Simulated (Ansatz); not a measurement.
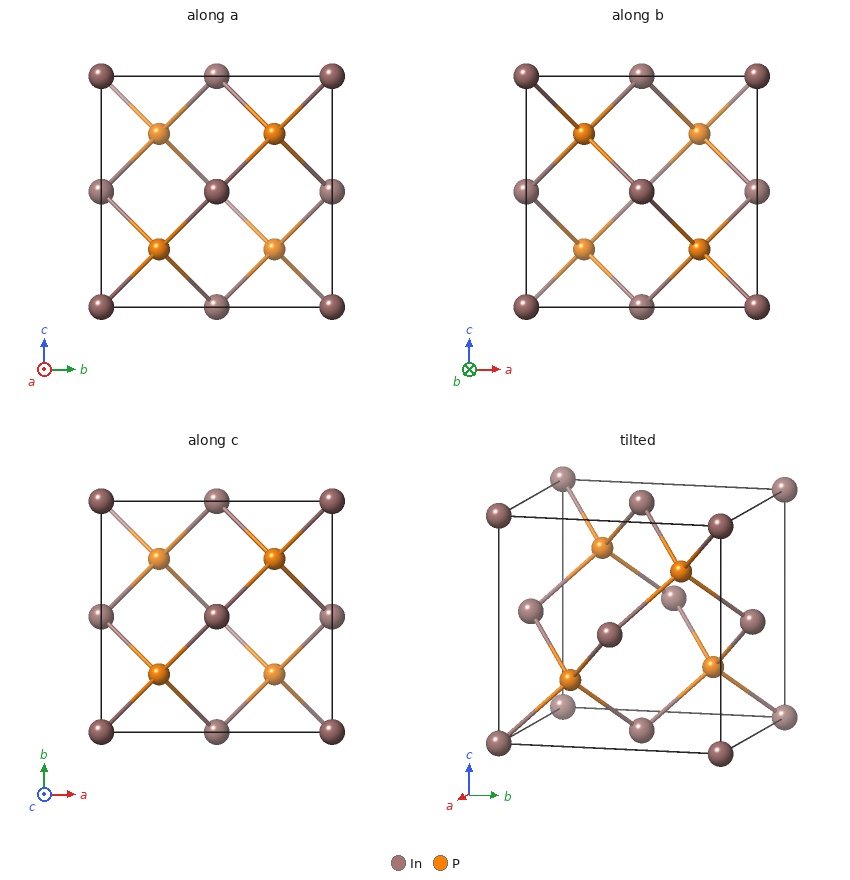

The image is a ball-and-stick drawing of a crystal, viewed along the a axis, along the b axis, along the c axis and slightly off an axis. The lines enclose the conventional unit cell; boundary atoms appear with their images.

Lattice parameters: a = 5.908 Å, b = 5.908 Å, c = 5.908 Å, α = 90.00°, β = 90.00°, γ = 90.00°.

Q: Transcribe the picture into a table of Wyckoff sites.

A: Space group F-43m (No. 216).
```json
{"atom": "In", "site": "4a", "x": "0.0000", "y": "0.0000", "z": "0.0000"}
{"atom": "P", "site": "4d", "x": "0.2500", "y": "0.2500", "z": "0.7500"}
```

It goes back to a structure type filled with these elements by a generator (whether the compound takes this form wasn't checked). The atoms were relaxed in a fixed cell with DFT, HSE06, plane waves, PAW in Ansatz 0.2.0.
